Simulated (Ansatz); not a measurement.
## Geometry relaxation, with input and output: Ga3As3H7 (part 1 of 3)

- system: Ga3As3H7 (26 atoms in the cell)
- method: DFT PBE, scalar-relativistic, plane waves, PAW, no spin polarisation (Ansatz 0.2.0)

The structure derives from an entry of the Crystallography Open Database. It belongs to a series of runs on one base structure; here: wire along [0 0 1], 12 atoms a period, capped with H. Figures and captions count atoms from 1; the log counts them from 0 in places.

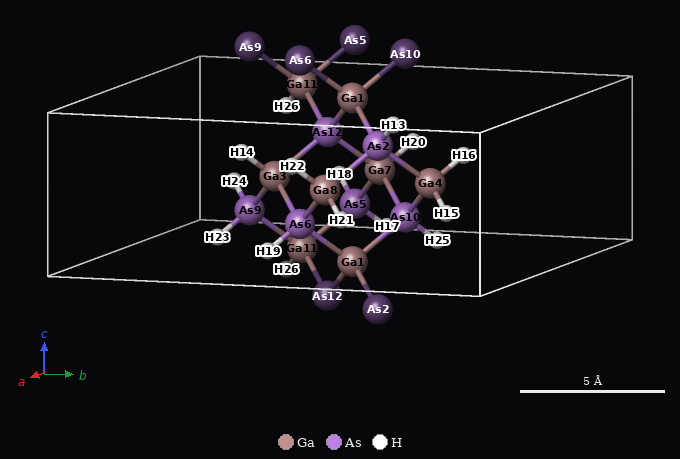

Figure 1. The structure as given in the input (ball-and-stick view of the cell of the calculation, with the vacuum cut short, seen slightly off an axis; neighbours outside the cell are drawn fainter; atoms are numbered from 1 in the order of the input). An atom can appear more than once, as a periodic image.

### Input
```yaml
crystal:
  lattice:
    - [18.0, 0.0, 0.0]
    - [0.0, 18.3, 0.0]
    - [0.0, 0.0, 5.7453845737]
  atoms:
    - { symbol: Ga, position: [0.5390966286, 0.5384557003, 0.0] }
    - { symbol: As, position: [0.6188936366, 0.6169445606, 0.75] }
    - { symbol: Ga, position: [0.5390966286, 0.3814779797, 0.5] }
    - { symbol: Ga, position: [0.5390966286, 0.6954334209, 0.5] }
    - { symbol: As, position: [0.2997056047, 0.45996684, 0.25] }
    - { symbol: As, position: [0.6188936366, 0.45996684, 0.25] }
    - { symbol: Ga, position: [0.3795026127, 0.5384557003, 0.5] }
    - { symbol: Ga, position: [0.6986906445, 0.5384557003, 0.5] }
    - { symbol: As, position: [0.4592996206, 0.3029891194, 0.25] }
    - { symbol: As, position: [0.4592996206, 0.6169445606, 0.25] }
    - { symbol: Ga, position: [0.3795026127, 0.3814779797, 0.0] }
    - { symbol: As, position: [0.4592996206, 0.45996684, 0.75] }
    - { symbol: H, position: [0.6676476593, 0.664899337, 0.9027438935] }
    - { symbol: H, position: [0.5894544021, 0.3319457435, 0.6577683636] }
    - { symbol: H, position: [0.5894544021, 0.7449656571, 0.3422316364] }
    - { symbol: H, position: [0.4887388551, 0.7449656571, 0.6577683636] }
    - { symbol: H, position: [0.250951582, 0.5079216164, 0.0972561065] }
    - { symbol: H, position: [0.250951582, 0.4120120635, 0.4027438935] }
    - { symbol: H, position: [0.6676476593, 0.4120120635, 0.0972561065] }
    - { symbol: H, position: [0.3291448392, 0.5879879365, 0.6577683636] }
    - { symbol: H, position: [0.749048418, 0.5879879365, 0.3422316364] }
    - { symbol: H, position: [0.749048418, 0.4889234641, 0.6577683636] }
    - { symbol: H, position: [0.5080536434, 0.2550343429, 0.0972561065] }
    - { symbol: H, position: [0.4105455979, 0.2550343429, 0.4027438935] }
    - { symbol: H, position: [0.4105455979, 0.664899337, 0.0972561065] }
    - { symbol: H, position: [0.3291448392, 0.3319457435, 0.8422316364] }
basis:
  ecutwfc: 420
kpoints:
  mp_grid: { grid: [1, 1, 10] }
hamiltonian:
  xc: pbe
scf:
  occupations: { method: gaussian, width: 0.05 }
output:
  forces: true
  stress: true
  eigenvalues: true
  populations: true
  write_density: true
  write_potential: true
  elf: true
  volumetric_format: npy
relax:
  adjacent_minimum: "off"
  f_tol: 0.02
  max_steps: 45
  cell: { fix: [a, b, alpha, beta, gamma], stress_tol: 0.03 }
```

Machine: 4 threads of Intel Xeon (Granite Rapids), 32 GiB of memory available, shared host.

Run as:
```bash
ansatz run input.yaml --threads 4 --pin off --max-ram 11264MiB --backend cpu --events-out ev --progress --plain --runs-dir out
```

### Log
```
Engine: ansatz 0.2.0, x86_64-unknown-linux-gnu
Pseudopotentials: kind: paw
Pseudopotential: Ga, paw, valence charge 13, recommended cutoff 420 eV (normal), Ga.paw.azcp
Pseudopotential: As, paw, valence charge 15, recommended cutoff 420 eV (normal), As.paw.azcp
Pseudopotential: H, paw, valence charge 1, recommended cutoff 420 eV (normal), H.paw.azcp
Functional definition: PBE
  parameter kappa = 0.804
  parameter beta = 0.06672455060314922
  exchange = pbe_x(kappa = kappa, mu = beta*pi^2/3)
  correlation = pbe_c(beta = beta)
Crystal: 26 atoms, lattice volume = 1892.530 Å³
Basis set: ecut = 420 eV, 37027 PW (Γ), exchange–correlation on 250×250×80 points (8 copies of the dense FFT grid, shifted against one another)
Bands: 117, of which v1, the nominal top of the filled ones, is band 91 counted from 1 (90 counted from 0)
Symmetry: 1 space group operations
Space group: P1 (ITA 1), of the structure as read, at distance tolerance 1.2e-4 Å
k-points: 6 of 10 (time reversal used)
Non-local potential: Ga, projectors of the file, l = 0: 2, l = 1: 2, l = 2: 3, l = 3: 1
Non-local potential: As, projectors of the file, l = 0: 2, l = 1: 2, l = 2: 3, l = 3: 1
Non-local potential: H, projectors of the file, l = 0: 2, l = 1: 1
PAW form: soft (Blöchl's): semilocal exchange-correlation on the pseudo side does not see the compensation charge
PAW one-centre angular grid: Ga, 590 points (default); XC on 64 Gauss nodes
PAW one-centre angular grid: As, 590 points (default); XC on 64 Gauss nodes
PAW one-centre angular grid: H, 110 points (default); XC on 64 Gauss nodes
Initial density: superposition of atomic densities (neutral atoms: chi_scale 0, normalization atom), corrected by the library's trained network
Initial wavefunctions: pseudopotential atomic-orbital guess
Functional: x = pbe(κ = 0.804, μ = 0.2195149727645171), c = pbe(β = 0.06672455060314922)
SCF iter   1: F=—  HF=-52056.016605 eV  |F-HF|=—  |Δ(HF+E_count)|=         —  Δρ=2.02e-3  dr2=5.70e-1  ethr=1.77e-3  ⟨swp⟩=7.0  Hψ=2969  notcnv=0  defer=35
preconditioner: auto → Resta (q_TF=auto, 1.847 Å⁻¹)  ε∞=1.5  [insulator: Δε(μ)=3.179 eV  Ē_g=13.757 eV  σ=0.050 eV  W_gap=1.00  n_scr=210 (ndim 8)  ℏωp=9.4 eV  f_vac=0.742  D(μ)=0.00/eV (n_scr^D=0)  ε∞_Penn≈1.5  vacuum switching on, ρ_ref=1.4e-2 e/Å³]
SCF iter   2: F=—  HF=-52055.870777 eV  |F-HF|=—  |Δ(HF+E_count)|=   1.46e-1  Δρ=1.33e-3  dr2=1.29e-1  ethr=3.13e-4  ⟨swp⟩=3.7  Hψ=1010  notcnv=0  defer=112
SCF iter   3: F=—  HF=-52055.847343 eV  |F-HF|=—  |Δ(HF+E_count)|=   2.34e-2  Δρ=4.82e-4  dr2=7.62e-3  ethr=7.08e-5  ⟨swp⟩=3.0  Hψ=863  notcnv=0  defer=112
SCF iter   4: F=—  HF=-52055.848952 eV  |F-HF|=—  |Δ(HF+E_count)|=   1.61e-3  Δρ=2.19e-4  dr2=1.05e-3  ethr=4.18e-6  ⟨swp⟩=2.0  Hψ=1092  notcnv=0  defer=112
SCF iter   5: F=—  HF=-52055.849577 eV  |F-HF|=—  |Δ(HF+E_count)|=   6.25e-4  Δρ=6.89e-5  dr2=9.01e-5  ethr=5.79e-7  ⟨swp⟩=2.0  Hψ=1061  notcnv=0  defer=112
SCF iter   6: F=—  HF=-52055.849372 eV  |F-HF|=—  |Δ(HF+E_count)|=   2.05e-4  Δρ=1.97e-5  dr2=6.06e-6  ethr=4.95e-8  ⟨swp⟩=2.0  Hψ=1089  notcnv=0  defer=112
SCF iter   7: F=—  HF=-52055.849378 eV  |F-HF|=—  |Δ(HF+E_count)|=   6.05e-6  Δρ=6.49e-6  dr2=1.03e-6  ethr=3.33e-9  ⟨swp⟩=2.0  Hψ=953  notcnv=0  defer=112
SCF iter   8: F=—  HF=-52055.849379 eV  |F-HF|=—  |Δ(HF+E_count)|=   7.76e-7  Δρ=2.51e-6  dr2=1.96e-7  ethr=5.65e-10  ⟨swp⟩=2.0  Hψ=833  notcnv=0  defer=112
SCF iter   9: F=-52055.849379 eV  HF=-52055.849379 eV  |F-HF|=1.19e-9  |Δ(HF+E_count)|=   1.42e-7  Δρ=8.65e-7  dr2=2.66e-8  ethr=5.49e-11  ⟨swp⟩=19.8  Hψ=5540  notcnv=0
SCF 1 converged in 9 iterations: F = -52055.849379 eV  dr2 = 2.66e-8
  greatest PAW one-centre occupation: 0.999 electrons in one spin orbital (limit 2), on the As atom at site 4 (counted from 0), in its partial waves of l = 2
relax step   1: F+E_penalty+E_count = -52055.84937909 eV  Δ(F+E_penalty+E_count) = +0.000e0 eV  max|allowed force component| = 1.000e0 eV/Å  Δτ_max = 0.0000 Å  P = -0.070 GPa  Ω = 1892.530 Å³  fix = [a, b, alpha, beta, gamma]  reactions: a -0.074, b -0.074 GPa; alpha -0.103, beta -0.103, gamma -0.017 GPa/rad  (9 SCF iters, dr2 threshold 1.00e-7 eV, accepted)
Crystal: 26 atoms, lattice volume = 1890.987 Å³
Basis set: ecut = 420 eV, 37003 PW (Γ), exchange–correlation on 250×250×80 points (8 copies of the dense FFT grid, shifted against one another)
Initial density: handed on by an earlier stage of this run
Initial wavefunctions: those handed on with the density
iter 1 solved again at ethr=4.49e-4 eV; its pass at ethr=3.10e-3 eV (dr2=8.18e-1 eV) is discarded
SCF iter   1: F=—  HF=-52056.856246 eV  |F-HF|=—  |Δ(HF+E_count)|=         —  Δρ=7.75e-3  dr2=8.30e-1  ethr=4.49e-4  ⟨swp⟩=3.5  Hψ=3107  notcnv=0
preconditioner: auto → Resta (q_TF=auto, 1.847 Å⁻¹)  ε∞=1.5  [insulator: Δε(μ)=3.163 eV  Ē_g=13.666 eV  σ=0.050 eV  W_gap=1.00  n_scr=210 (ndim 8)  ℏωp=9.4 eV  f_vac=0.744  D(μ)=0.00/eV (n_scr^D=0)  ε∞_Penn≈1.5  vacuum switching on, ρ_ref=1.4e-2 e/Å³]
SCF iter   2: F=—  HF=-52056.672938 eV  |F-HF|=—  |Δ(HF+E_count)|=   1.83e-1  Δρ=3.70e-3  dr2=1.30e-1  ethr=4.49e-4  ⟨swp⟩=4.3  Hψ=1377  notcnv=0  defer=3
SCF iter   3: F=—  HF=-52056.671257 eV  |F-HF|=—  |Δ(HF+E_count)|=   1.68e-3  Δρ=1.09e-3  dr2=4.10e-2  ethr=7.15e-5  ⟨swp⟩=3.0  Hψ=1072  notcnv=0  defer=100
SCF iter   4: F=—  HF=-52056.663602 eV  |F-HF|=—  |Δ(HF+E_count)|=   7.66e-3  Δρ=3.54e-4  dr2=2.68e-3  ethr=2.25e-5  ⟨swp⟩=2.2  Hψ=871  notcnv=0  defer=100
SCF iter   5: F=—  HF=-52056.663624 eV  |F-HF|=—  |Δ(HF+E_count)|=   2.27e-5  Δρ=1.07e-4  dr2=2.29e-4  ethr=1.47e-6  ⟨swp⟩=2.0  Hψ=901  notcnv=0  defer=117
SCF iter   6: F=—  HF=-52056.663376 eV  |F-HF|=—  |Δ(HF+E_count)|=   2.48e-4  Δρ=3.04e-5  dr2=1.35e-5  ethr=1.26e-7  ⟨swp⟩=2.0  Hψ=1166  notcnv=0  defer=117
iter 7 did not close the SCF: its close was put off until two iterations running show no level that it waits for move by more than its bar (scf_convergence_deferred on its scf_iter line)
SCF iter   7: F=-52056.663383 eV  HF=-52056.663383 eV  |F-HF|=3.68e-8  |Δ(HF+E_count)|=   6.68e-6  Δρ=9.46e-6  dr2=1.46e-6  ethr=1.43e-9  ⟨swp⟩=18.8  Hψ=7523  notcnv=0
iter 8 did not close the SCF: its close was put off until two iterations running show no level that it waits for move by more than its bar (scf_convergence_deferred on its scf_iter line)
SCF iter   8: F=-52056.663384 eV  HF=-52056.663384 eV  |F-HF|=7.23e-8  |Δ(HF+E_count)|=   7.16e-7  Δρ=2.89e-6  dr2=1.82e-7  ethr=8.01e-10  ⟨swp⟩=9.8  Hψ=4751  notcnv=0
SCF iter   9: F=-52056.663384 eV  HF=-52056.663384 eV  |F-HF|=7.28e-11  |Δ(HF+E_count)|=   3.41e-8  Δρ=1.01e-6  dr2=2.48e-8  ethr=1.00e-10  ⟨swp⟩=8.2  Hψ=4411  notcnv=0
SCF 2 converged in 9 iterations: F = -52056.663384 eV  dr2 = 2.48e-8
[... from here on the iterations of each SCF are left out, up to the last one ...]
relax step   2: F+E_penalty+E_count = -52056.66338385 eV  Δ(F+E_penalty+E_count) = -8.140e-1 eV  max|allowed force component| = 3.133e-1 eV/Å  Δτ_max = 0.1949 Å  P = -0.078 GPa  Ω = 1890.987 Å³  energy of the carried Pulay correction = +1.849e-4 eV  fix = [a, b, alpha, beta, gamma]  reactions: a -0.088, b -0.088 GPa; alpha -0.082, beta -0.082, gamma +0.010 GPa/rad  (9 SCF iters, dr2 threshold 2.60e-6 eV, accepted)
Crystal: 26 atoms, lattice volume = 1892.111 Å³
Basis set: ecut = 420 eV, 37019 PW (Γ), exchange–correlation on 250×250×80 points (8 copies of the dense FFT grid, shifted against one another)
preconditioner: auto → Resta (q_TF=auto, 1.847 Å⁻¹)  ε∞=1.5  [insulator: Δε(μ)=3.323 eV  Ē_g=13.799 eV  σ=0.050 eV  W_gap=1.00  n_scr=210 (ndim 8)  ℏωp=9.4 eV  f_vac=0.743  D(μ)=0.00/eV (n_scr^D=0)  ε∞_Penn≈1.5  vacuum switching on, ρ_ref=1.4e-2 e/Å³]
SCF 3 converged in 6 iterations: F = -52056.724185 eV  dr2 = 1.32e-6
relax step   3: F+E_penalty+E_count = -52056.72418541 eV  Δ(F+E_penalty+E_count) = -6.080e-2 eV  max|allowed force component| = 1.279e-1 eV/Å  Δτ_max = 0.0849 Å  P = -0.010 GPa  Ω = 1892.111 Å³  energy of the carried Pulay correction = +5.014e-5 eV  fix = [a, b, alpha, beta, gamma]  reactions: a -0.014, b -0.014 GPa; alpha -0.031, beta -0.031, gamma -0.016 GPa/rad  (6 SCF iters, dr2 threshold 2.60e-6 eV, accepted)
Crystal: 26 atoms, lattice volume = 1904.911 Å³
Basis set: ecut = 420 eV, 37223 PW (Γ), exchange–correlation on 250×250×80 points (8 copies of the dense FFT grid, shifted against one another)
preconditioner: auto → Resta (q_TF=auto, 1.845 Å⁻¹)  ε∞=1.5  [insulator: Δε(μ)=3.222 eV  Ē_g=13.785 eV  σ=0.050 eV  W_gap=1.00  n_scr=210 (ndim 8)  ℏωp=9.4 eV  f_vac=0.745  D(μ)=0.00/eV (n_scr^D=0)  ε∞_Penn≈1.5  vacuum switching on, ρ_ref=1.4e-2 e/Å³]
SCF 4 converged in 7 iterations: F = -52056.704437 eV  dr2 = 3.17e-7
relax step   4: F+E_penalty+E_count = -52056.70443743 eV  Δ(F+E_penalty+E_count) = +1.975e-2 eV  max|allowed force component| = 2.819e-1 eV/Å  Δτ_max = 0.1357 Å  P = -0.012 GPa  Ω = 1904.911 Å³  energy of the carried Pulay correction = -1.479e-3 eV  fix = [a, b, alpha, beta, gamma]  (7 SCF iters, dr2 threshold 1.02e-6 eV, rejected (line search))
Crystal: 26 atoms, lattice volume = 1896.402 Å³
Basis set: ecut = 420 eV, 37075 PW (Γ), exchange–correlation on 250×250×80 points (8 copies of the dense FFT grid, shifted against one another)
preconditioner: auto → Resta (q_TF=auto, 1.846 Å⁻¹)  ε∞=1.5  [insulator: Δε(μ)=3.345 eV  Ē_g=13.807 eV  σ=0.050 eV  W_gap=1.00  n_scr=210 (ndim 8)  ℏωp=9.4 eV  f_vac=0.743  D(μ)=0.00/eV (n_scr^D=0)  ε∞_Penn≈1.5  vacuum switching on, ρ_ref=1.4e-2 e/Å³]
SCF 5 converged in 11 iterations: F = -52056.739638 eV  dr2 = 4.33e-11
relax step   5: F+E_penalty+E_count = -52056.73963788 eV  Δ(F+E_penalty+E_count) = -1.545e-2 eV  max|allowed force component| = 2.655e-2 eV/Å  Δτ_max = 0.0665 Å  P = +0.003 GPa  Ω = 1896.402 Å³  energy of the carried Pulay correction = -4.637e-4 eV  fix = [a, b, alpha, beta, gamma]  reactions: a +0.001, b +0.001 GPa; alpha -0.006, beta -0.006, gamma +0.010 GPa/rad  (11 SCF iters, accepted)
Crystal: 26 atoms, lattice volume = 1897.365 Å³
Basis set: ecut = 420 eV, 37087 PW (Γ), exchange–correlation on 250×250×80 points (8 copies of the dense FFT grid, shifted against one another)
preconditioner: auto → Resta (q_TF=auto, 1.846 Å⁻¹)  ε∞=1.5  [insulator: Δε(μ)=3.319 eV  Ē_g=13.794 eV  σ=0.050 eV  W_gap=1.00  n_scr=210 (ndim 8)  ℏωp=9.4 eV  f_vac=0.744  D(μ)=0.00/eV (n_scr^D=0)  ε∞_Penn≈1.5  vacuum switching on, ρ_ref=1.4e-2 e/Å³]
SCF 6 converged in 7 iterations: F = -52056.740545 eV  dr2 = 7.53e-9
relax step   6: F+E_penalty+E_count = -52056.74054466 eV  Δ(F+E_penalty+E_count) = -9.068e-4 eV  max|allowed force component| = 1.093e-2 eV/Å  Δτ_max = 0.0175 Å  P = -0.002 GPa  Ω = 1897.365 Å³  energy of the carried Pulay correction = -5.789e-4 eV  fix = [a, b, alpha, beta, gamma]  reactions: a -0.002, b -0.002 GPa; alpha -0.000, beta -0.000, gamma -0.002 GPa/rad  (7 SCF iters, dr2 threshold 4.40e-8 eV, accepted)
Crystal: 26 atoms, lattice volume = 1897.630 Å³
Basis set: ecut = 420 eV, 37095 PW (Γ), exchange–correlation on 250×250×80 points (8 copies of the dense FFT grid, shifted against one another)
preconditioner: auto → Resta (q_TF=auto, 1.846 Å⁻¹)  ε∞=1.5  [insulator: Δε(μ)=3.325 eV  Ē_g=13.796 eV  σ=0.050 eV  W_gap=1.00  n_scr=210 (ndim 8)  ℏωp=9.4 eV  f_vac=0.744  D(μ)=0.00/eV (n_scr^D=0)  ε∞_Penn≈1.5  vacuum switching on, ρ_ref=1.4e-2 e/Å³]
SCF 7 converged in 9 iterations: F = -52056.740943 eV  dr2 = 7.76e-12
relax step   7: F+E_penalty+E_count = -52056.74094343 eV  Δ(F+E_penalty+E_count) = -3.988e-4 eV  max|allowed force component| = 1.046e-2 eV/Å  Δτ_max = 0.0133 Å  P = -0.002 GPa  Ω = 1897.630 Å³  energy of the carried Pulay correction = -6.106e-4 eV  fix = [a, b, alpha, beta, gamma]  reactions: a -0.003, b -0.003 GPa; alpha -0.000, beta -0.000, gamma -0.000 GPa/rad  (9 SCF iters, accepted)
Crystal: 26 atoms, lattice volume = 1898.149 Å³
Basis set: ecut = 420 eV, 37111 PW (Γ), exchange–correlation on 250×250×80 points (8 copies of the dense FFT grid, shifted against one another)
preconditioner: auto → Resta (q_TF=auto, 1.846 Å⁻¹)  ε∞=1.5  [insulator: Δε(μ)=3.329 eV  Ē_g=13.795 eV  σ=0.050 eV  W_gap=1.00  n_scr=210 (ndim 8)  ℏωp=9.4 eV  f_vac=0.744  D(μ)=0.00/eV (n_scr^D=0)  ε∞_Penn≈1.5  vacuum switching on, ρ_ref=1.4e-2 e/Å³]
SCF 8 converged in 9 iterations: F = -52056.741442 eV  dr2 = 6.99e-11
relax step   8: F+E_penalty+E_count = -52056.74144220 eV  Δ(F+E_penalty+E_count) = -4.988e-4 eV  max|allowed force component| = 8.850e-3 eV/Å  Δτ_max = 0.0281 Å  P = -0.003 GPa  Ω = 1898.149 Å³  energy of the carried Pulay correction = -6.725e-4 eV  fix = [a, b, alpha, beta, gamma]  reactions: a -0.005, b -0.005 GPa; alpha -0.002, beta -0.002, gamma -0.004 GPa/rad  (9 SCF iters, accepted)
Crystal: 26 atoms, lattice volume = 1898.901 Å³
Basis set: ecut = 420 eV, 37131 PW (Γ), exchange–correlation on 250×250×80 points (8 copies of the dense FFT grid, shifted against one another)
preconditioner: auto → Resta (q_TF=auto, 1.846 Å⁻¹)  ε∞=1.5  [insulator: Δε(μ)=3.336 eV  Ē_g=13.795 eV  σ=0.050 eV  W_gap=1.00  n_scr=210 (ndim 8)  ℏωp=9.4 eV  f_vac=0.744  D(μ)=0.00/eV (n_scr^D=0)  ε∞_Penn≈1.5  vacuum switching on, ρ_ref=1.4e-2 e/Å³]
SCF 9 converged in 9 iterations: F = -52056.741660 eV  dr2 = 7.58e-11
relax step   9: F+E_penalty+E_count = -52056.74166015 eV  Δ(F+E_penalty+E_count) = -2.179e-4 eV  max|allowed force component| = 1.341e-2 eV/Å  Δτ_max = 0.0264 Å  P = -0.003 GPa  Ω = 1898.901 Å³  energy of the carried Pulay correction = -7.624e-4 eV  fix = [a, b, alpha, beta, gamma]  reactions: a -0.004, b -0.004 GPa; alpha -0.001, beta -0.001, gamma +0.003 GPa/rad  (9 SCF iters, accepted)
Initial wavefunctions: pseudopotential atomic-orbital guess (no wavefunctions were taken with the density)
iter 1 solved again at ethr=4.53e-7 eV; its pass at ethr=3.10e-3 eV (dr2=8.25e-4 eV) is discarded
SCF iter   1: F=—  HF=-52056.735022 eV  |F-HF|=—  |Δ(HF+E_count)|=         —  Δρ=5.23e-5  dr2=1.14e-6  ethr=4.53e-7  ⟨swp⟩=4.0  Hψ=5011  notcnv=0
eigensolver tolerance schedule: the retry pair's looser diagonalisation over-reported the residual by 720.23 of it (diagonalisation noise at 0.12 of the residual, at the tolerance the schedule requests for it); recorded, not acted on — ethr = c·dr2/N_el stays at c = 1.0e-1
preconditioner: auto → Resta (q_TF=auto, 1.846 Å⁻¹)  ε∞=1.5  [insulator: Δε(μ)=3.337 eV  Ē_g=13.779 eV  σ=0.050 eV  W_gap=1.00  n_scr=210 (ndim 8)  ℏωp=9.4 eV  f_vac=0.744  D(μ)=0.00/eV (n_scr^D=0)  ε∞_Penn≈1.5  vacuum switching on, ρ_ref=1.4e-2 e/Å³]
SCF iter   2: F=—  HF=-52056.739664 eV  |F-HF|=—  |Δ(HF+E_count)|=   4.64e-3  Δρ=2.62e-5  dr2=2.84e-7  ethr=6.29e-10  ⟨swp⟩=3.0  Hψ=1275  notcnv=0
SCF iter   3: F=—  HF=-52056.742383 eV  |F-HF|=—  |Δ(HF+E_count)|=   2.72e-3  Δρ=1.25e-6  dr2=3.69e-8  ethr=1.56e-10  ⟨swp⟩=4.3  Hψ=1572  notcnv=0  defer=2
SCF iter   4: F=—  HF=-52056.742396 eV  |F-HF|=—  |Δ(HF+E_count)|=   1.29e-5  Δρ=4.95e-7  dr2=7.20e-9  ethr=2.03e-11  ⟨swp⟩=2.0  Hψ=1086  notcnv=0  defer=2
SCF iter   5: F=—  HF=-52056.742403 eV  |F-HF|=—  |Δ(HF+E_count)|=   6.62e-6  Δρ=2.05e-7  dr2=3.61e-9  ethr=3.96e-12  ⟨swp⟩=3.2  Hψ=904  notcnv=0  defer=2
SCF iter   6: F=—  HF=-52056.742403 eV  |F-HF|=—  |Δ(HF+E_count)|=   5.64e-7  Δρ=8.68e-8  dr2=2.96e-10  ethr=1.98e-12  ⟨swp⟩=2.0  Hψ=974  notcnv=0  defer=2
SCF iter   7: F=-52056.742403 eV  HF=-52056.742403 eV  |F-HF|=8.37e-10  |Δ(HF+E_count)|=   1.12e-7  Δρ=2.45e-8  dr2=2.62e-11  ethr=1.00e-12  ⟨swp⟩=14.8  Hψ=4346  notcnv=0
SCF 10 converged in 7 iterations: F = -52056.742403 eV  dr2 = 2.62e-11
relax step  10: F+E_penalty+E_count = -52056.74240331 eV  Δ(F+E_penalty+E_count) = -7.432e-4 eV  max|allowed force component| = 1.341e-2 eV/Å  Δτ_max = 0.0000 Å  P = -0.003 GPa  Ω = 1898.901 Å³  fix = [a, b, alpha, beta, gamma]  reactions: a -0.004, b -0.004 GPa; alpha -0.002, beta -0.002, gamma +0.003 GPa/rad  stress off target by 7.51e-4 GPa on what of the cell is left free  SCF on the basis re-selected at this cell (its energy is not comparable with the rows above)  (7 SCF iters)
```

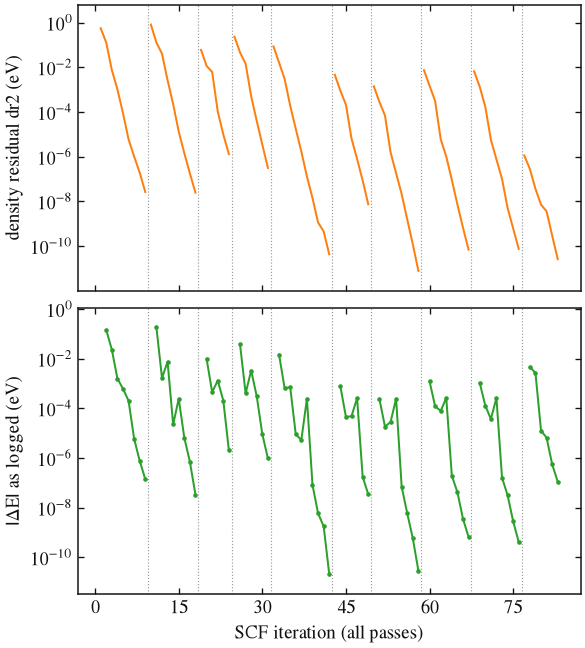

Figure 2. Convergence of the self-consistent field: density residual dr2 and size of the energy change against the SCF iteration. The dotted lines part the SCF passes of the relaxation: geometry steps, rejected trials and re-solves on a re-selected basis. The 10 passes take 6 to 11 iterations each, 83 in all.

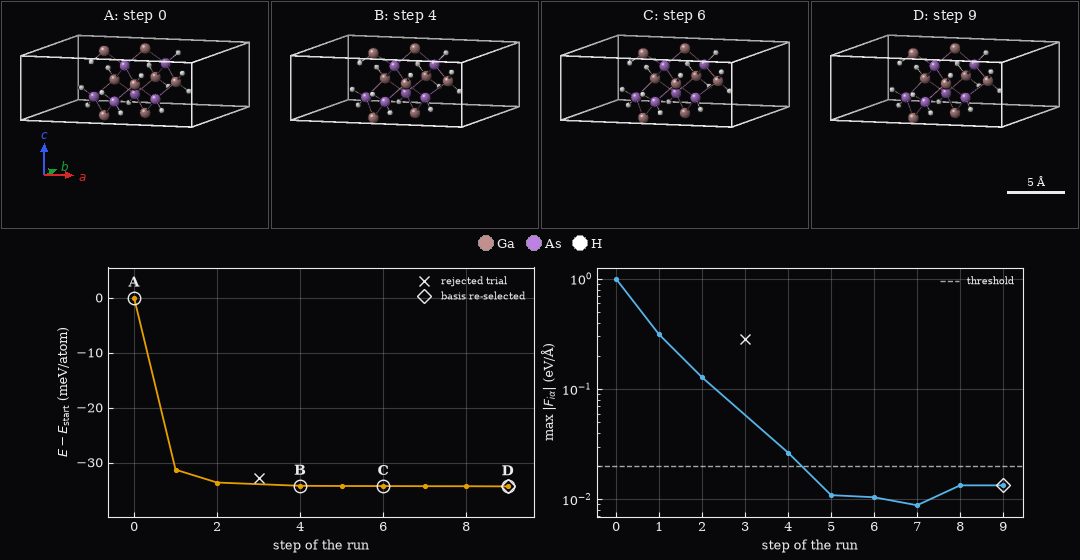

Figure 3. Frames of the relaxation (ball-and-stick view of the cell of the calculation, with the vacuum cut short, seen slightly off an axis) above the curves, on which the letters mark them (the first geometry is step 0 here and step 1 in the log).
